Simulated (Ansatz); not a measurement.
System: FeO, space group Fm-3m (No. 225) (one of a set of cubic test structures, which need not be the stable phase).

One of the inputs:
```
crystal:
  lattice:
    - [0.0, 2.04624409994, 2.04624409994]
    - [2.04624409994, 0.0, 2.04624409994]
    - [2.04624409994, 2.04624409994, 0.0]
  atoms:
    - { symbol: Fe, position: [0, 0, 0] }
    - { symbol: O, position: [0.5, 0.5, 0.5] }
kpoints:
  mp_grid: { grid: [46, 46, 46] }
hamiltonian:
  xc: pbe
  pseudopotentials: { kind: paw }
scf:
  occupations: { method: fermi_dirac, width: 0.061225619053 }
output:
  forces: true
  stress: true
```

Command:
```bash
ansatz run input.yaml --threads 2
```

Calculation (Ansatz 0.2.0 development build): equation of state of a cubic crystal from periodic Kohn-Sham density functional theory without spin, third-order Birch-Murnaghan fit to the free energies; pressure corrected for the finite basis. Level: PBE.

- structure type: rock salt
- atoms in cell: 2
- space group number: 225
- lattice centring: face-centred primitive
- k mesh: 46×46×46
- occupation method: Fermi–Dirac
- occupation width: 0.06123 eV
- wave cutoff: 420 eV
- datasets: soft-1 PAW
- density tolerance: 1e−07 eV
- bands: 15
- density cutoff ratio: 4
- search for lower states: default

What does the calculation give for the energy above the lowest point and pressure against volume? The volume takes the values 8.0538, 8.2251, 8.3965, 8.5679, 8.7392, 8.9106, 9.0819 Å³/atom.

A third-order Birch–Murnaghan fit gives V0 = 8.58 Å³/atom, B0 = 235 GPa and B′ = 4.7. The energy above the lowest point is 26.2 meV/atom at volume 8.0538 Å³/atom and 19.7 meV/atom at 9.0819 Å³/atom; the lowest computed point is at volume 8.5679 Å³/atom (0.0 meV/atom), in a single well. The pressure falls from 17.1 GPa at volume 8.0538 Å³/atom to −11.8 GPa at 9.0819 Å³/atom, and changes sign near 8.58 Å³/atom.

```tsv
volume (Å³/atom)	energy above the lowest point (meV/atom)	pressure (GPa)
8.0538	26.2	17.1
8.2251	11.4	10.8
8.3965	2.8	5.2
8.5679	0.0	0.2
8.7392	2.2	-4.3
8.9106	8.9	-8.2
9.0819	19.7	-11.8
```

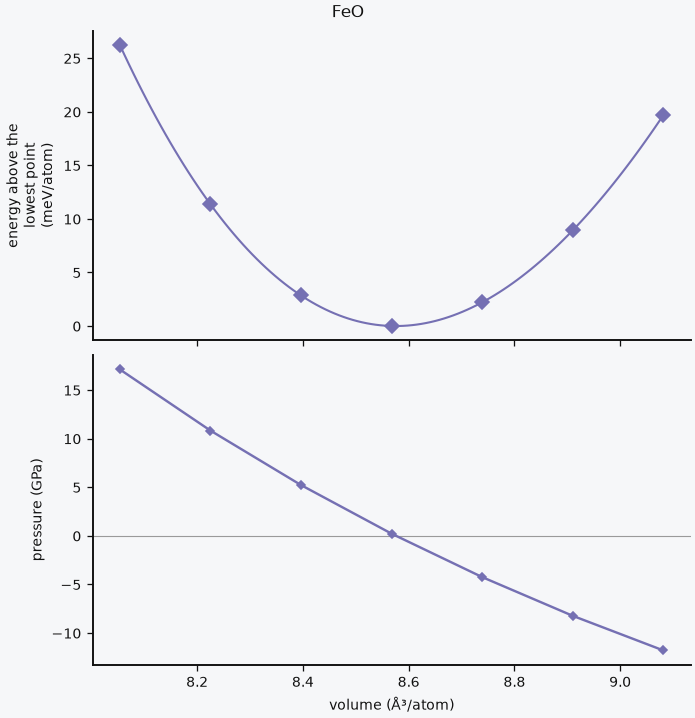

Keep in mind: known magnet treated without spin, far from its ground state.
